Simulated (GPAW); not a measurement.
**CdTe: density, localisation and related maps**

```
Te Cd
1.0
     6.41000    0.00000    0.00000
     0.00000    0.00000   -6.41000
     0.00000    6.41000    0.00000
Te Cd
4 4
Direct
  0.25000 0.75000 0.25000
  0.75000 0.75000 0.75000
  0.75000 0.25000 0.25000
  0.25000 0.25000 0.75000
  0.50000 0.50000 0.00000
  0.00000 0.50000 0.50000
  0.00000 0.00000 0.00000
  0.50000 0.00000 0.50000
```

Space group F-43m; computed pressure about 4 GPa in this cell.

Theory: Kohn-Sham DFT of a periodic cell, PBE, GPAW PAW data sets (gpaw-data 1.2.1) (GPAW).

Core electrons are frozen (PAW), and the valence fields are smoothed inside the atomic spheres.

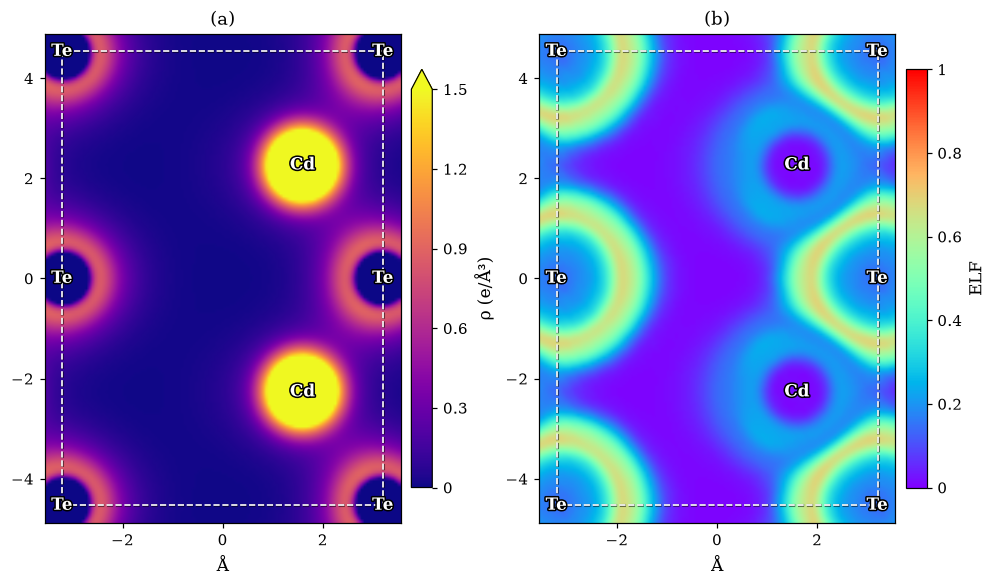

Figure 1. (a) valence pseudo-density; (b) ELF on the (011) plane of the conventional cell.

Q: Read the bonding off the picture.

A: The section cuts through Te and Cd sites.
Cd–Te (2.78 Å): the density is about 0.37 e/Å³ at the midpoint; the ELF is about 0.50 at the midpoint.
Between the atoms the lowest density in this plane is 0.007 e/Å³.

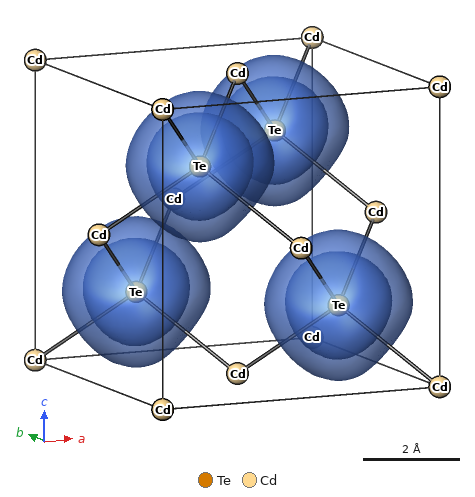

Figure 2. Isosurface of the ELF at 0.55 (blue), seen at an oblique angle. Core shells and regions of very low density are left out. Sticks mark near contacts.

Q: Describe the localisation domains.

A: The surface consists of four regions wrapped around Te (the valence shell of each), counted in one cell of 8 atoms. Regions shared between cells count once.

Q: Metal or insulator at this level of theory?

A: It is gapped, with a Kohn–Sham gap of 0.86 eV on the k-point mesh (the band edges may lie off the mesh, which would make the gap smaller).
